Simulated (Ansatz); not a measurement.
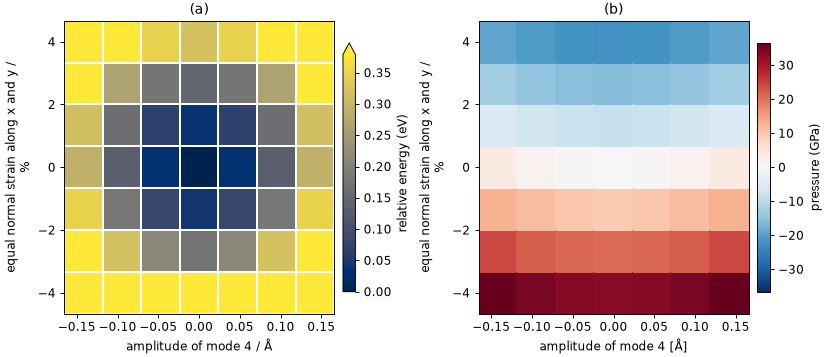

TaN (P6_3/mmc, No. 194; 4 atoms in the cell). The energy is mapped over a normal mode and a strain (zone-centre modes of the 4-atom cell of this scan) (x along [1 0 0], y along [1 2 0], z along [0 0 1] of the conventional cell). First axis: amplitude of mode 4 (149 cm⁻¹), largest displacement in the unstrained cell. Second axis: equal normal strain along x and y. Nothing is relaxed (the pattern is fixed in fractional coordinates). The grid has 7 × 7 points; 28 points were computed and 21 follow by symmetry. Points are written as (first, second). Energies: eV per cell, counted from the lowest grid point. These are results of DFT PBEsol, scalar-relativistic, plane waves, PAW (Ansatz 0.2.0), not measurements. Settings: cutoff 520 eV, k-mesh 15×15×8 in the order of the run's cell vectors, gaussian smearing 0.15 eV, no spin polarisation.

Panel (a) is the energy and panel (b) the computed pressure on the same grid.

The picture shows one coloured cell a grid point, one colour for all values above the top of the scale.

How does the pressure vary over the map, and what is it at the lowest grid point?

Answer. It runs from −22.1 GPa at (0.000 Å, 4.00 %) to 36.6 GPa at (−0.142 Å, −4.00 %). At the lowest grid point, (0.000 Å, 0.00 %), it is 0.1 GPa.

```tsv
second ↓, first →	−0.142	−0.095	−0.047	0.000	0.047	0.095	0.142
4.00	−19.3	−20.8	−21.8	−22.1	−21.8	−20.8	−19.3
2.67	−12.8	−14.4	−15.4	−15.7	−15.4	−14.4	−12.8
1.33	−5.2	−6.9	−8.0	−8.3	−8.0	−6.9	−5.2
0.00	3.3	1.5	0.4	0.1	0.4	1.5	3.3
−1.33	13.0	11.2	10.0	9.6	10.0	11.2	13.0
−2.67	24.1	22.2	21.0	20.6	21.0	22.2	24.1
−4.00	36.6	34.6	33.4	33.0	33.4	34.6	36.6
```

PAW datasets: the set soft_1.
